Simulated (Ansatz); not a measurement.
# The gap of Be3N2 (P6_3/mmc): a ladder of methods and an error budget, part 3 of 3

The study climbs from cheap functionals to G0W0 on Be3N2 (P6_3/mmc) and then asks what each convergence step is worth.

Ansatz 0.2.0; density functionals, hybrids, G0W0, plane waves, PAW. Known limits of the many-body steps: not at the basis limit.

So far. Step 9 (G0W0, 6×6×2 mesh, 373 empty bands, screening to 180 eV …): Against the run with 6×6×2 mesh, 173 empty bands, screening to 108 eV, PAW set soft_1 files, the gap moves by +0.20 eV. Step 10 (G0W0@HSE06, 6×6×2 mesh, 173 empty bands, screening to …): Against the run with 6×6×2 mesh, 173 empty bands, screening to 108 eV, PAW set soft_1 files on LDA, the gap moves by +0.53 eV, while the start moved by +1.37 eV.

In doubt: masses and optical values from hybrid runs of this build are listed as unsure (steps 10, 13), which bears on the screening that GW takes from such a start.

## 11. G0W0@LDA, 6×6×2 mesh, 173 empty bands, screening to 108 eV, plasmon pole, PAW set soft_1 files

A plasmon pole stands in for the full frequency dependence of the screening; this run shows what that costs in accuracy.

This step: G0W0 on LDA, plane waves, PAW; PAW set soft_1.

The input, input.yaml:

```yaml
crystal:
  lattice:
    - [2.8416792263, 0.0, 0.0]
    - [-1.4208396132, 2.4609663994, 0.0]
    - [0.0, 0.0, 9.74684101]
  atoms:
    - { symbol: Be, position: [0.33333333, 0.66666667, 0.07848597] }
    - { symbol: Be, position: [0.66666667, 0.33333333, 0.57848597] }
    - { symbol: Be, position: [0.66666667, 0.33333333, 0.92151403] }
    - { symbol: Be, position: [0.33333333, 0.66666667, 0.42151403] }
    - { symbol: Be, position: [0.0, 0.0, 0.25] }
    - { symbol: Be, position: [0.0, 0.0, 0.75] }
    - { symbol: "N", position: [0.0, 0.0, 0.0] }
    - { symbol: "N", position: [0.0, 0.0, 0.5] }
    - { symbol: "N", position: [0.33333333, 0.66666667, 0.25] }
    - { symbol: "N", position: [0.66666667, 0.33333333, 0.75] }
kpoints:
  mp_grid: { grid: [6, 6, 2] }
hamiltonian:
  xc: lda
  pseudopotentials: { kind: paw, azcp: { folder: soft_1 }, xc_functional: pbe }
scf:
  occupations: { method: fixed }
gw:
  n_empty_bands: 173
  ecut_chi: 108
  qp_bands: [v3, c3]
  qp_kpoints: band_edges
  screening: { model: godby_needs }
```

Started as:

```console
ansatz run input.yaml --threads 3 --pin off --max-ram 92160MiB --backend cuda --events-out ev --progress --plain --runs-dir out --devices 1 --max-vram 13GiB
```

Numbers of over 12 decimals in the logs are rounded to 6 here.

The log of the run:

```text
GPUs: using 1 of 1 available (devices: 1).
[...]
GPU FFT provider: cuFFT
GPU libraries: cuBLAS 13.8.2, cuFFT 12.4.0, cuSOLVER 12.3.4
Crystal: 10 atoms, lattice volume = 68.162 Å³
Basis set: ecut = 420 eV, 1329 PW (Γ)
Bands: 26, of which v1, the nominal top of the filled ones, is band 16 counted from 1 (15 counted from 0)
Symmetry: 24 space group operations
[...]
k-points: 14 of 72
[...]
1    15      7.4856   -22.0808     3.3045   -18.2846  0.8048     6.9928     6.9940  root
[...]
13    16      6.0346   -20.8721     3.3494   -16.8637  0.8008     5.3734     5.3756  root
    13    17     13.6109    -6.3193    -4.4669   -11.8127  0.8369    14.6424    14.6375  root
    13    18     13.6109    -6.3193    -4.4669   -11.8127  0.8369    14.6424    14.6375  root
    13    19     14.2840    -7.3189    -4.7332   -13.3583  0.8266    15.5986    15.5902  root
[key lines of the parts left out:]
SCF converged after 9 iterations
Free energy (F): -2036.732270 eV
Fermi energy:    7.678545 eV
```

The job ended after 17 s (1 × NVIDIA H100 80GB HBM3 (shared by 6 runs) with 3 threads of AMD EPYC 7R13 (Zen 3), shared host; peak memory 1.3 GiB; 28 s of CPU time).

This step gave:

| Property | Result |
| --- | --- |
| bands summed | 189 |
| plasmon-pole fit frequency | 25.44 eV |
| RPA ε∞ on this mesh (eigenvalues) | 4.356, 4.356, 5.304 |
| plane waves in the screening matrix | 191 |
| G0W0 gap on the mesh | 4.645 eV |
| k of the valence top | 0, 0, 0 |
| k of the conduction bottom | 0, -0.5, 0 |
| starting gap on the mesh | 3.261 eV |
| least direct G0W0 gap on the computed points | 6.187 eV |

Against the run with 6×6×2 mesh, 173 empty bands, screening to 108 eV, PAW set soft_1 files, the gap moves by −0.03 eV.

## 12. G0W0@LDA, 6×6×2 mesh, 173 empty bands, screening to 108 eV, hard PAW files

Other atomic data (hard PAW) test the pseudisation: the cutoff goes from 420 to 960 eV and the valence electrons from 32 to 44, which opens shells that were frozen.

This step: G0W0 on LDA, plane waves, PAW.

input.yaml: that of step 11 with these lines changed.

```diff
@@ -20,3 +20,3 @@
   xc: lda
-  pseudopotentials: { kind: paw, azcp: { folder: soft_1 }, xc_functional: pbe }
+  pseudopotentials: { kind: paw, source: ansatz }
 scf:
@@ -28,2 +28,2 @@
   qp_kpoints: band_edges
-  screening: { model: godby_needs }
+  screening: { model: contour_deformation }
```

The log of the run:

```text
GPUs: using 1 of 1 available (devices: 1).
[...]
GPU FFT provider: cuFFT
GPU libraries: cuBLAS 13.8.2, cuFFT 12.4.0, cuSOLVER 12.3.4
Crystal: 10 atoms, lattice volume = 68.162 Å³
Basis set: ecut = 960 eV, 4579 PW (Γ)
Bands: 32, of which v1, the nominal top of the filled ones, is band 22 counted from 1 (21 counted from 0)
Symmetry: 24 space group operations
[...]
k-points: 14 of 72
[...]
1    21      8.0428   -22.0832     3.2457   -18.2917  0.7988     7.4949     7.4971  root
[...]
13    22      6.5914   -20.8951     3.3058   -16.8898  0.7919     5.8878     5.8919  root
    13    23     14.1668    -6.3380    -4.5177   -11.8320  0.8316    15.1495    15.1431  root
    13    24     14.1668    -6.3380    -4.5177   -11.8320  0.8316    15.1495    15.1431  root
    13    25     14.8390    -7.3246    -4.8092   -13.3648  0.8194    16.0818    16.0699  root
[key lines of the parts left out:]
SCF converged after 8 iterations
Free energy (F): -3892.022201 eV
Fermi energy:    8.236382 eV
```

It took 25 s on 1 × NVIDIA H100 80GB HBM3 (shared by 6 runs) with 3 threads; peak memory 1.4 GiB.

Numbers from this step:

```
bands summed                                 : 195
RPA ε∞ on this mesh (eigenvalues)            : 4.374, 4.374, 5.324
plane waves in the screening matrix          : 191
G0W0 gap on the mesh                         : 4.650 eV
k of the valence top                         : 0, 0, 0
k of the conduction bottom                   : 0, -0.5, 0
starting gap on the mesh                     : 3.257 eV
least direct G0W0 gap on the computed points : 6.180 eV
```

Against the run with 6×6×2 mesh, 173 empty bands, screening to 108 eV, PAW set soft_1 files, the gap moves by −0.03 eV.

## 13. G0W0@PBE0, 6×6×2 mesh, 173 empty bands, screening to 108 eV, PAW set soft_1 files

This step: G0W0 on PBE0, plane waves, PAW; PAW set soft_1.

input.yaml: that of step 12 with these lines changed.

```diff
@@ -19,4 +19,4 @@
 hamiltonian:
-  xc: lda
-  pseudopotentials: { kind: paw, source: ansatz }
+  xc: pbe0
+  pseudopotentials: { kind: paw, azcp: { folder: soft_1 } }
 scf:
```

The log of the run:

```text
GPUs: using 1 of 1 available (devices: 1).
[...]
GPU FFT provider: cuFFT
GPU libraries: cuBLAS 13.8.2, cuFFT 12.4.0, cuSOLVER 12.3.4
Crystal: 10 atoms, lattice volume = 68.162 Å³
Basis set: ecut = 420 eV, 1329 PW (Γ)
Bands: 26, of which v1, the nominal top of the filled ones, is band 16 counted from 1 (15 counted from 0)
Symmetry: 24 space group operations
[...]
k-points: 14 of 72
[...]
1    14      6.4478   -22.1091     2.9079   -19.3888  0.8306     6.6352     6.6354  root
     1    15      6.4478   -22.1091     2.9079   -19.3888  0.8306     6.6352     6.6354  root
[...]
13    16      4.9049   -20.9865     2.9753   -18.0993  0.8251     4.9929     4.9930  root
    13    17     14.8338    -6.0215    -4.1126   -10.3489  0.8588    15.0487    15.0484  root
    13    18     14.8338    -6.0215    -4.1126   -10.3489  0.8588    15.0487    15.0484  root
    13    19     15.7024    -6.9794    -4.3358   -11.6898  0.8494    16.0777    16.0770  root
[key lines of the parts left out:]
Free energy (F): -2104.261031 eV
Fermi energy:    6.658349 eV
```

Wall time 34 s (1 × NVIDIA H100 80GB HBM3 (shared by 6 runs) with 3 threads); peak memory 1.5 GiB; 32 s of CPU time.

Numbers from this step:

```
bands summed                                 : 189
RPA ε∞ on this mesh (eigenvalues)            : 3.562, 3.562, 4.064
plane waves in the screening matrix          : 191
G0W0 gap on the mesh                         : 5.383 eV
k of the valence top                         : 0, 0, 0
k of the conduction bottom                   : 0, -0.5, 0
starting gap on the mesh                     : 5.366 eV
least direct G0W0 gap on the computed points : 6.962 eV
```

Against the run with 6×6×2 mesh, 173 empty bands, screening to 108 eV, PAW set soft_1 files on HSE06, the gap moves by +0.18 eV, while the start moved by +0.74 eV.

## 14. The ladder

Times are wall times on 1 × NVIDIA H100 80GB HBM3 (shared by 6 runs) with 3 threads of AMD EPYC 7R13 (Zen 3), shared host, good to a factor of about two. G0W0 rows are gaps on the mesh, lowered by the amount that the mesh misses the start's edges, a rough step that assumes the same correction there.

```csv
level,gap (eV),least direct gap (eV),time
LDA,3.26,4.65,6.8 s
r2SCAN,4.00,5.42,6.8 s
HSE06,4.63,6.11,25 s
PBE0,5.37,6.85,20 s
G0W0@LDA (61 empty bands),4.42,-,7.1 s
G0W0@LDA (173 empty bands),4.68,-,7.7 s
G0W0@LDA (373 empty bands),4.88,-,24 s
G0W0@HSE06 (173 empty bands),5.20,-,26 s
"G0W0@LDA (173 empty bands, plasmon pole)",4.64,-,17 s
"G0W0@LDA (173 empty bands, hard PAW)",4.65,-,25 s
G0W0@PBE0 (173 empty bands),5.38,-,34 s
```

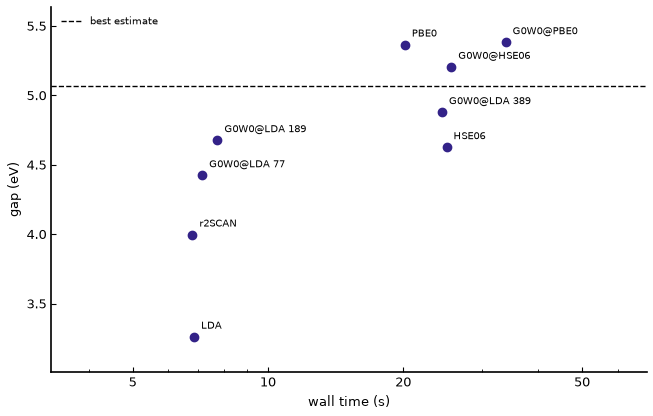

Result against wall time.

## 15. Adding up the best estimate

```csv
term,eV,running total (eV)
"G0W0 on the mesh, top rung",4.879,4.879
"to the limit, by a line in one over the bands through the two top rungs",+0.191,5.070
```

Changes that are not added in, each against a run with equal bands and cutoff:

```csv
change,eV
start HSE06,+0.53
plasmon pole in place of full frequency,−0.03
hard PAW files,−0.03
start PBE0,+0.71
```

## 16. Summary of results

| Quantity | Value |
| --- | --- |
| LDA gap | 3.26 eV, indirect |
| HSE06 | 4.63 eV |
| PBE0 | 5.37 eV |
| G0W0, top rung on the mesh | 4.88 eV |
| best estimate, G0W0@LDA | 5.07 eV |
| GW settings of the top rung | 6×6×2 mesh, 373 empty bands, screening to 180 eV, PAW set soft_1 files |
| known limits | one-shot GW, static lattice; one k mesh, untested |

What this shows: The best estimate for G0W0@LDA is 5.07 eV, indirect by LDA, against 3.26 eV at the start. The pair of rungs below gives a limit −0.22 eV away. Of the changes left open the largest, +0.71 eV, comes from starting at PBE0. Among the functionals PBE0 comes nearest: +0.30 eV from the estimate. The RPA ε∞ on the GW mesh averages 4.7 against 4.8 from perturbation theory, which takes a denser mesh of its own and holds the xc response as well. All runs took 3.8 min, 61 % of it in G0W0.

[Paths, hosts, dates, memory and timing lines, banners, echoed tables and standing remarks are left out of the program output.]

[Logs are printed without paths, hosts, clocks, repeated set-up lines and the standing remarks that a program may print on its own settings, such as how far it seeks lower states.]

[Runs of the session that timed out or met a known fault of the program may be left out.]

[Cells called generated may have been cut or substituted from an entry of the Crystallography Open Database or the Materials Project.]

[Hosts, paths, dates, database ids (printed as entryN), source tags and the programs' standing remarks are cut or masked in the printed files.]
